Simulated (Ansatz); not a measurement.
Input file:

```
crystal:
  lattice:
    - [2.5123860674, 0.0, 0.0]
    - [-1.2561930337, 2.1757901585, 0.0]
    - [0.0, 0.0, 12.3917727075]
  atoms:
    - { symbol: C, position: [0.0, 0.0, 0.186828668] }
    - { symbol: C, position: [0.0, 0.0, 0.686828668] }
    - { symbol: C, position: [0.0, 0.0, 0.313171332] }
    - { symbol: C, position: [0.0, 0.0, 0.813171332] }
    - { symbol: C, position: [0.3333333333, 0.6666666667, 0.5207643645] }
    - { symbol: C, position: [0.6666666667, 0.3333333333, 0.0207643645] }
    - { symbol: C, position: [0.3333333333, 0.6666666667, 0.9792356355] }
    - { symbol: C, position: [0.6666666667, 0.3333333333, 0.4792356355] }
    - { symbol: C, position: [0.3333333333, 0.6666666667, 0.6450550053] }
    - { symbol: C, position: [0.6666666667, 0.3333333333, 0.1450550053] }
    - { symbol: C, position: [0.3333333333, 0.6666666667, 0.8549449947] }
    - { symbol: C, position: [0.6666666667, 0.3333333333, 0.3549449947] }
basis:
  ecutwfc: 500
kpoints:
  mp_grid: { grid: [12, 12, 2] }
hamiltonian:
  xc: r2scan
scf:
  occupations: { method: gaussian, width: 0.05 }
output:
  forces: true
  stress: true
  eigenvalues: true
  write_density: true
  write_potential: true
  elf: true
  volumetric_format: npy
```

Run with:

```sh
ansatz run input.yaml --threads 2 --pin off --max-ram 5120MiB --backend cpu --events-out ev --progress --plain --runs-dir out
```

Below, planes, directions and counts refer to the conventional cell (a = 2.51 Å, b = 2.51 Å, c = 12.39 Å, α = 90.00°, β = 90.00°, γ = 120.00°).

Space group P6₃/mmc.

Level of theory: Ansatz, DFT r2SCAN, scalar-relativistic, plane waves, PAW.

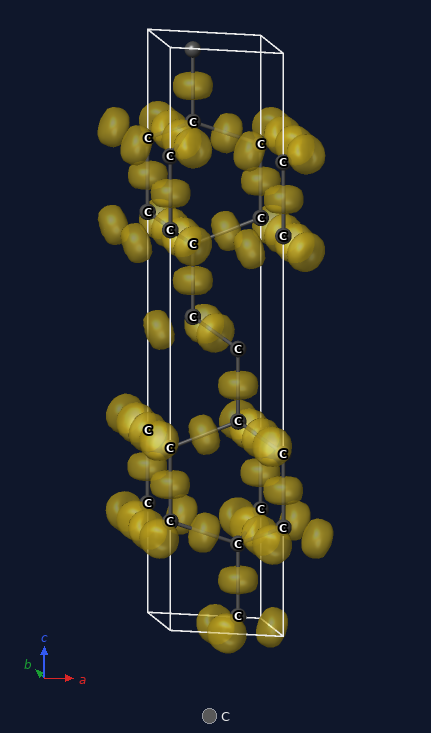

C. Isosurface of the ELF at 0.8 (yellow), seen slightly off an axis. Only the valence region is drawn (cores and ρ < 0.01 e/Å³ removed). Sticks mark near contacts.

### What do the ELF domains correspond to?

The surface consists of 24 regions between bonded C–C atoms (shared pairs), counted in one cell of 12 atoms. Regions shared between cells count once. Profiles from the grid: C–C (1.54 Å): the ELF peaks at about 0.95 between the atoms; a shared electron pair.

### Metal or insulator at this level of theory?

It is gapped, with a Kohn–Sham gap of 4.7 eV on the k-point mesh (the band edges may lie off the mesh, which would make the gap smaller).
